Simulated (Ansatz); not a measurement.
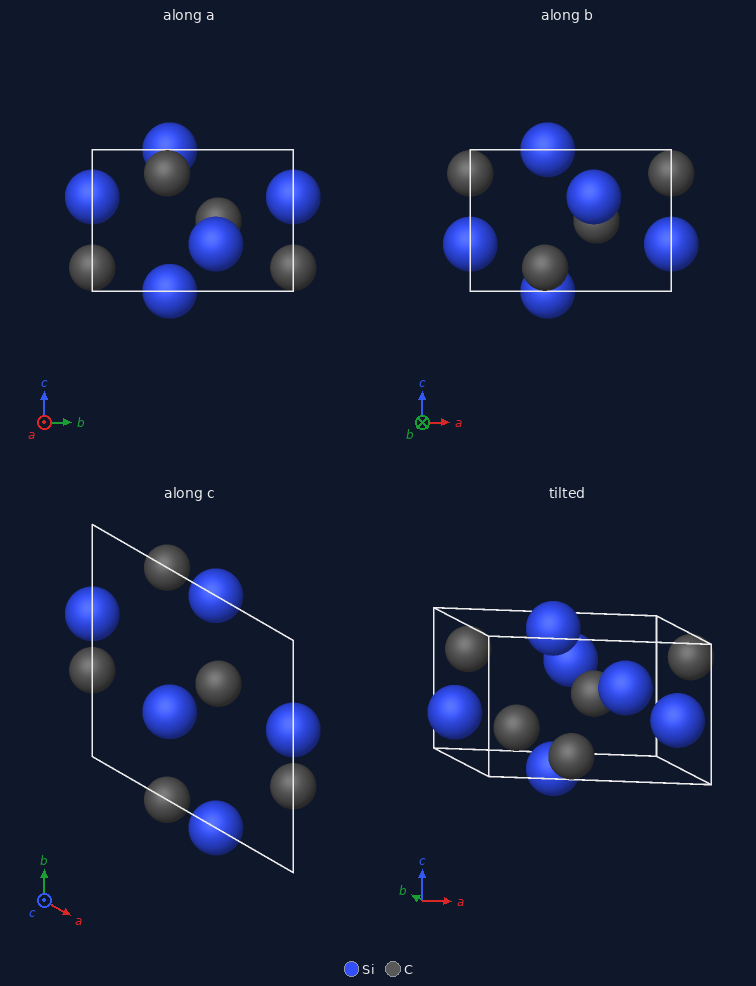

A spheres-only rendering, viewed along the a axis, along the b axis, along the c axis and slightly off an axis. One conventional unit cell is outlined, and atoms on its boundary appear in each equivalent place.

Lattice parameters: a = 4.9139 Å, b = 4.9139 Å, c = 2.9952 Å, α = 90.000°, β = 90.000°, γ = 120.000°.

### Reconstruct the structure as a CIF with its space group and independent sites, with free fractional coordinates to two decimals.

```cif
data_structure
_symmetry_space_group_name_H-M 'P 32 2 1'
_symmetry_Int_Tables_number 154
_cell_length_a 4.9139
_cell_length_b 4.9139
_cell_length_c 2.9952
_cell_angle_alpha 90.000
_cell_angle_beta 90.000
_cell_angle_gamma 120.000
_cell_volume 62.64
loop_
_atom_site_label
_atom_site_type_symbol
_atom_site_symmetry_multiplicity
_atom_site_Wyckoff_symbol
_atom_site_fract_x
_atom_site_fract_y
_atom_site_fract_z
_atom_site_occupancy
Si1 Si 3 a 0.61 0.00 0.6667 1
C1 C 3 b 0.37 0.00 0.1667 1
```

The model was built from a structure type filled with these elements by a generator (whether the compound takes this form wasn't checked). Earlier steps of the study may have refined or changed the cell and positions. Ansatz was used for an electronic-structure calculation on it.
